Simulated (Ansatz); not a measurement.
System: Cr, space group Im-3m (No. 229).

The given structure:
```
CELL_PARAMETERS angstrom
-1.44195 1.44195 1.44195
1.44195 -1.44195 1.44195
1.44195 1.44195 -1.44195
ATOMIC_POSITIONS crystal
Cr 0.00000 0.00000 0.00000
```

Calculation (Ansatz 0.2.0): deformation of a crystal at fixed volume, lengths along the axis scaled against those across it, fractional coordinates fixed, by plane-wave density functional theory with PAW datasets, free energies less that of the undisturbed cell, pressure positive in compression; scalar-relativistic. Level: PBE, no spin polarisation.

- wave cutoff: 420 eV
- k mesh: 26×26×26
- occupations: Gaussian
- smearing width: 0.15 eV
- k shift: (0, 0, 0) (mesh steps)
- start: as given
- path: tetragonal
- axis direction: (0, 0, 1) (Cartesian unit vector)

Describe the result: the energy change and pressure against relative axial ratio. The relative axial ratio takes the values 0.707, 0.780, 0.850, 1.000, 1.200, 1.414.

The energy change is 490 meV/atom at relative axial ratio 0.707 and 376 meV/atom at 1.414; the lowest computed point is at relative axial ratio 1.000 (0 meV/atom). The pressure goes from 3.7 GPa at relative axial ratio 0.707 to −2.1 GPa at 1.414, not monotonically, with a low of −8.9 GPa at 1.000, and changes sign near 0.76.

```
axial ratio relative to the start  energy change (meV/atom)  pressure (GPa)
                            0.707                       490             3.7
                            0.780                       341            -1.5
                            0.850                       194            -5.0
                            1.000                         0            -8.9
                            1.200                       206            -4.9
                            1.414                       376            -2.1
```

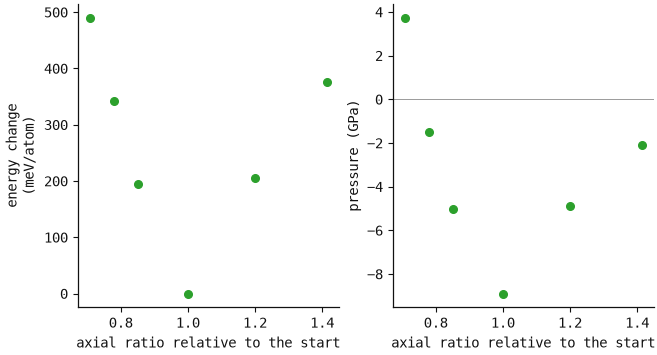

Note: no spin polarisation, a magnetic state may lie lower; reference crystal is not relaxed.
